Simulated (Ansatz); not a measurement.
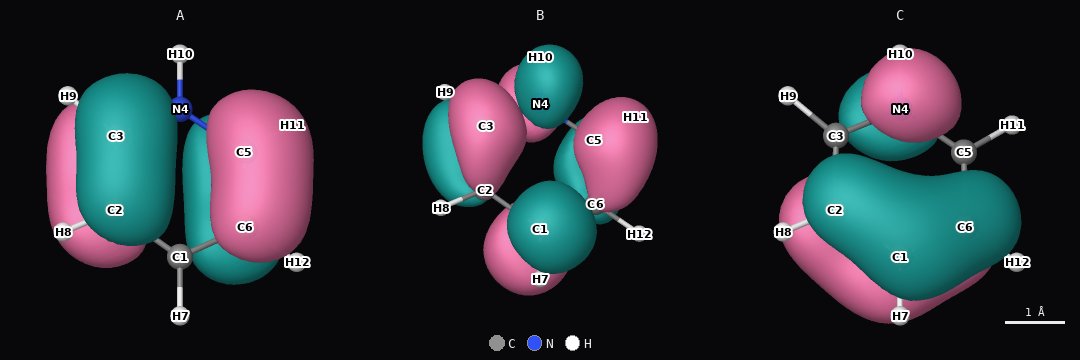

Figure. C5H6N (SMILES c1cc[nH+]cc1) (charge +1). Three frontier orbitals at ±0.1 Å⁻³ᐟ² (teal and pink are the two phases), in no order.

Geometry: PBE0-D4/def2-TZVP.

The calculation used RKS PBE0-D4/def2-TZVPP in Ansatz.

```yaml
atoms:
  - { symbol: C, position_ang: [-1.0303, -0.9117, 0.1359] }
  - { symbol: C, position_ang: [0.1197, -1.0449, 0.9038] }
  - { symbol: C, position_ang: [1.1315, -0.1269, 0.7521] }
  - { symbol: N, position_ang: [0.9854, 0.8721, -0.1299] }
  - { symbol: C, position_ang: [-0.1096, 1.0313, -0.8868] }
  - { symbol: C, position_ang: [-1.1464, 0.1366, -0.7683] }
  - { symbol: H, position_ang: [-1.8379, -1.6266, 0.2422] }
  - { symbol: H, position_ang: [0.2351, -1.8523, 1.6145] }
  - { symbol: H, position_ang: [2.0590, -0.1554, 1.3085] }
  - { symbol: H, position_ang: [1.7408, 1.5405, -0.2295] }
  - { symbol: H, position_ang: [-0.1164, 1.8748, -1.5645] }
  - { symbol: H, position_ang: [-2.0310, 0.2625, -1.3780] }
```

> Which picture is the HOMO−1, the HOMO and the LUMO?

C is the HOMO−1 (−14.30 eV). It lies mainly on C1 (about 35 %), C2 (about 20 %), C6 (about 20 %) and N4 (about 15 %); it changes sign across the molecular plane (π type); π-bonding across C1–C2 and C1–C6. A is the HOMO (−13.44 eV). By Hirshfeld shares it lies mainly on C3 (about 25 %), C5 (about 25 %), C6 (about 20 %) and C2 (about 20 %); it changes sign across the molecular plane (π type); π-bonding across C2–C3 and C5–C6. B is the LUMO (−7.00 eV). It lies mainly on C1 (about 25 %), N4 (about 20 %), C3 (about 15 %), C5 (about 15 %), C2 (about 10 %) and C6 (about 10 %); it changes sign across the molecular plane (π type); π-bonding across C2–C3 and C5–C6; π-antibonding (a node) across C1–C2, C1–C6, C3–N4 and N4–C5.

> What is the HOMO–LUMO gap?

6.44 eV between the orbital energies.
